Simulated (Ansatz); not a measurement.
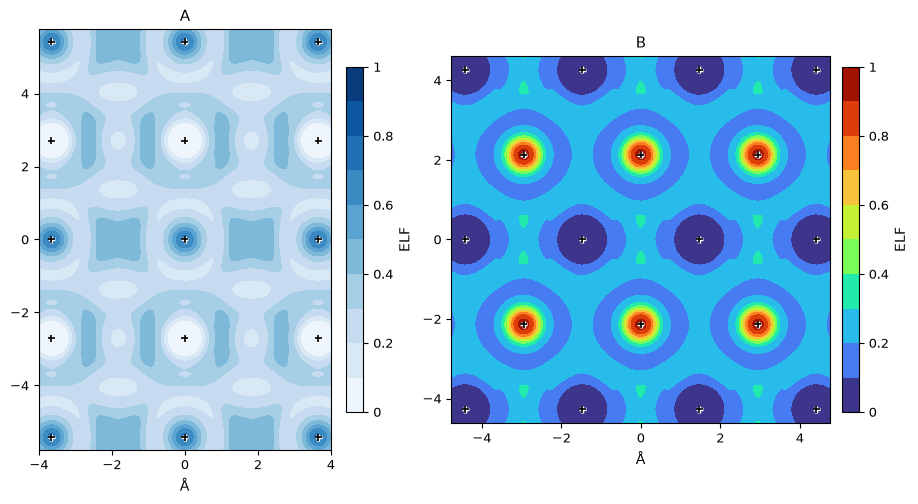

The ELF of 2 systems, each on a plane through atoms (crosses mark nuclei in the plane).

These are results of DFT PBEsol, scalar-relativistic, plane waves, PAW in Ansatz 0.2.0, not measurements.

System 1: Ni$_{2}$Ge, the (010) plane of the conventional cell. Space group P6₃/mmc; a structure from a database of computed crystals, not necessarily the ambient phase; changed on purpose from its base cell (strain -0.080 along x and y, +0.080 along z, atoms carried along); computed pressure about 34 GPa in this cell; computed without spin polarisation.

```
CELL_PARAMETERS angstrom
3.65421 0.00000 0.00000
-1.82710 3.16464 0.00000
0.00000 0.00000 5.41518
ATOMIC_POSITIONS crystal
Ni 0.66667 0.33333 0.25000
Ni 0.33333 0.66667 0.75000
Ni 0.00000 0.00000 0.00000
Ni 0.00000 0.00000 0.50000
Ge 0.66667 0.33333 0.75000
Ge 0.33333 0.66667 0.25000
```

System 2: ZnCu, the (011) plane of the conventional cell. Space group P4/mmm; changed on purpose from its base cell (strain +0.000 along x and y, +0.050 along z, atoms carried along); computed pressure about −10 GPa in this cell; computed without spin polarisation.

```xyz
2
Lattice="2.9450 0.0000 0.0000 0.0000 2.9450 0.0000 0.0000 0.0000 3.0922" Properties=species:S:1:pos:R:3 pbc="T T T"
Zn    1.4725    1.4725    1.5461
Cu    0.0000    0.0000    0.0000
```

> Match each panel to its system.

Panel A is system 1, Ni$_{2}$Ge: the plane holds Ni and Ge. Panel B is system 2, ZnCu: the plane holds Zn and Cu. Zn–Cu (2.59 Å): the ELF is about 0.25 at the midpoint: no localised pair shows between them.
